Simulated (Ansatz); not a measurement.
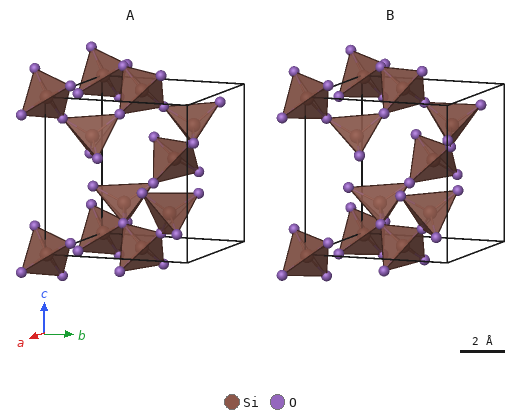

Two geometries of a defect cell of composition Si7O16 (cell charge −1), drawn at one scale. One is the start of a relaxation, the other its converged end. A polyhedral model of the cell of the calculation, seen slightly off an axis.

All numbers below come from DFT PBEsol, scalar-relativistic, plane waves, PAW (Ansatz). Settings: plane-wave cutoff 420 eV; k-point mesh 2 × 2 × 2; occupations gaussian; smearing width 0.02 eV; mesh shifted by (0.5, 0.5, 0.5); collinear spin; atoms relaxed in a fixed cell; force threshold 0.03 eV/Å; at most 40 steps.

### Which of the two is the end point?

Structure B is the relaxed one. After 16 accepted moves (20 points after the start) the energy has fallen by 0.387 eV per cell of the calculation. The largest force component goes from 1.6 to 0.027 eV/Å. The line search rejected the trial steps at points 3, 6, 13, 18 of the run. An O atom moves most: 0.49 Å roughly along +b. By element the largest moves are O 0.49 Å, Si 0.22 Å. The cell doesn't change. Among the contacts that change: O–Si 1.672 → 1.623 Å, O–Si 1.676 → 1.649 Å, O–Si 1.612 → 1.633 Å, O–Si 1.629 → 1.649 Å. Among the angles between lasting bonds that change: Si–O–Si 144.0° → 134.3°, Si–O–Si 155.0° → 162.7°, Si–O–Si 158.7° → 165.6°.

Limits of the set-up: the periodic images lie only 7.0 Å apart, so the values are limited by the cell's size; the cell is charged, on a uniform background, and energies carry no finite-size correction.
